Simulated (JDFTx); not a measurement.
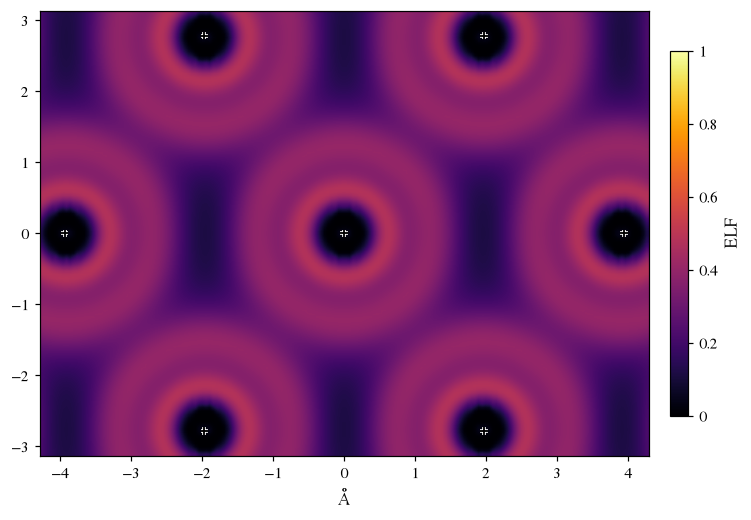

The ELF on a plane through atoms (crosses mark nuclei in the plane).

Computed with Kohn-Sham DFT of a periodic cell, LDA, PseudoDojo-SR-LDA-0.4.1-standard in JDFTx 1.7.0 (patched build).

Candidates:
A. Bi, a = 3.94 Å, b = 3.94 Å, c = 3.94 Å, α = 90.00°, β = 90.00°, γ = 90.00°. Space group Im-3m; a structure from a database of computed crystals, not necessarily the ambient phase; computed pressure about −2 GPa in this cell.
B. GaAs, a = 5.73 Å, b = 5.73 Å, c = 5.73 Å, α = 90.00°, β = 90.00°, γ = 90.00°. Space group F-43m; computed pressure about −4 GPa in this cell.

Which system is this?

Candidate A: Bi on the (101) plane of the conventional cell, which holds Bi. Bi–Bi (3.41 Å): the ELF is about 0.30 at the midpoint.
